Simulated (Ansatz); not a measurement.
# TaC (Fm-3m): convergence test of the k-point mesh, by script

How fine a k-point mesh does TaC (Fm-3m) need? Aim: a convergence test of the k-point mesh, for TaC (Fm-3m), run from a script.

The COD entry's cell or inner coordinates are ideal or old and differ from later refinements, so a difference from it is no clean test against experiment.

Computed with Ansatz 0.2.0 through its Python package. Level of theory: DFT r2SCAN, plane waves, PAW.

### 1 The structure

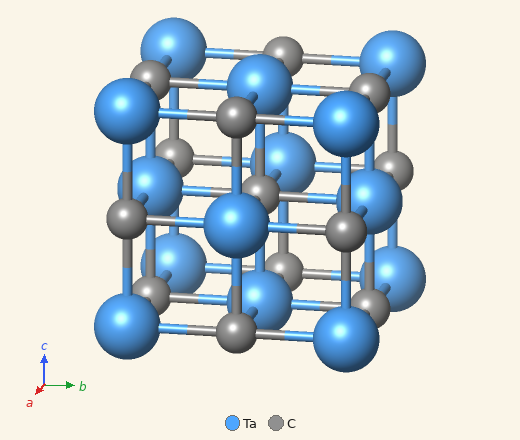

The starting structure, viewed slightly off an axis; tantalum blue, carbon grey. The cell is the conventional one. Atoms on cell faces are repeated.

The script holds or builds the structure itself.

### 2 The script

Input file kconv.py:

```python
# -*- coding: utf-8 -*-
"""Convergence of TaC with the k-point mesh."""

import ansatz as az
from tabulate import tabulate

cell = (
    az.Lattice.of([0.0, 2.223, 2.223], [2.223, 0.0, 2.223], [2.223, 2.223, 0.0])
    .atom("Ta", [0.0, 0.0, 0.0])
    .atom("C", [0.5, 0.5, 0.5])
)

calc = cell.calculation()
calc = calc.functional("r2scan").pseudopotentials("paw")
calc = calc.basis(500).occupations(az.OccupationsMethod.FERMI_DIRAC, width=0.15)
calc = calc.forces()
calc = calc.stress()

rows = []
for value in [(3, 3, 3), (4, 4, 4), (5, 5, 5), (7, 7, 7), (9, 9, 9), (11, 11, 11)]:
    r = calc.kpoints(*value).run(threads=1, pin="off").report
    rows.append((value, r["free_energy_ev"] / len(r["lattice"]["sites"]), r["n_iterations"], sum(r["stress_gpa"][i][i] for i in range(3)) / 3, max(abs(f) for row in r["forces_ev_ang"] for f in row), r["n_kpoints"]))

print(tabulate(rows, headers=["mesh", "F/atom (eV)", "iterations", "P (GPa)", "max component (eV/A)", "k-points"], floatfmt=".4f", tablefmt="simple"))

# differences from the last row
for row in rows[:-1]:
    shift = 1000 * (row[1] - rows[-1][1])
    print(f"{row[0]}: {shift:+.2f} meV/atom" + ("  (within 2 meV)" if abs(shift) < 2 else ""))
```

### 3 Running it

On the command line:

```sh
python kconv.py
```

Standard output:

```text
mesh            F/atom (eV)    iterations    P (GPa)    max component (eV/A)    k-points
------------  -------------  ------------  ---------  ----------------------  ----------
(3, 3, 3)        -5098.4924             7     8.3174                  0.0000           4
(4, 4, 4)        -5098.6392             7     4.9966                  0.0000           8
(5, 5, 5)        -5098.7064             8     3.7389                  0.0000          10
(7, 7, 7)        -5098.6928             7     3.8079                  0.0000          20
(9, 9, 9)        -5098.6914             7     3.9936                  0.0000          35
(11, 11, 11)     -5098.6913             7     3.9266                  0.0000          56
(3, 3, 3): +198.93 meV/atom
(4, 4, 4): +52.14 meV/atom
(5, 5, 5): -15.09 meV/atom
(7, 7, 7): -1.48 meV/atom  (within 2 meV)
(9, 9, 9): -0.10 meV/atom  (within 2 meV)
```

Run time: 4.5 s. Hardware: 1 thread of AMD EPYC 9R45 (Zen 5), shared host; peak memory 0.45 GiB.

### 4 Run by run

One row for each of the 6 runs:

| run | k mesh | energy from run 6 (meV/atom) | pressure (GPa) | SCF cycles | CPU time (s) |
| --- | --- | --- | --- | --- | --- |
| 1 | [3, 3, 3] | 198.93 | 8.32 | 7 | 0.47 |
| 2 | [4, 4, 4] | 52.14 | 5.00 | 7 | 0.38 |
| 3 | [5, 5, 5] | -15.09 | 3.74 | 8 | 0.43 |
| 4 | [7, 7, 7] | -1.48 | 3.81 | 7 | 0.54 |
| 5 | [9, 9, 9] | -0.10 | 3.99 | 7 | 0.73 |
| 6 | [11, 11, 11] | 0.00 | 3.93 | 7 | 1 |

Energies are free energies F = E - TS of the smeared occupations. 

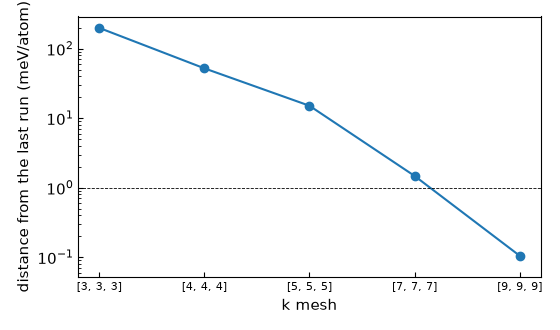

How far each run lies from the last one; the dashed line marks 1 meV/atom.

### 5 Summary of results

| quantity | value |
| --- | --- |
| runs compared | 6 |
| last run but one, from the last | -0.10 meV/atom |
| within 5 meV/atom of the last run from | [7, 7, 7] |

In words: From 7×7×7 on it stays within 2 meV an atom of the value at 11×11×11; the first row (3×3×3) is off by 198.9 meV and the last but one by 0.10 meV. This holds for F at a smearing of 0.15 eV; a narrower one needs a denser mesh. It goes up and down, since the sum over k-points isn't variational. The pressure moves from 8.32 to 3.93 GPa. Caveats:
- The smearing is wide enough that free energy and stress hold a thermal part of the electrons.
- Forces vanish by symmetry here and test nothing.
- Of the deposited cell: the entry's cell lengths or inner coordinates differ somewhat from later room-temperature determinations.
- Pressure is positive in compression.
- Spin-orbit coupling, which matters for elements this heavy, is left out.
- Shifts are counted from the finest mesh, which is itself no proven limit.
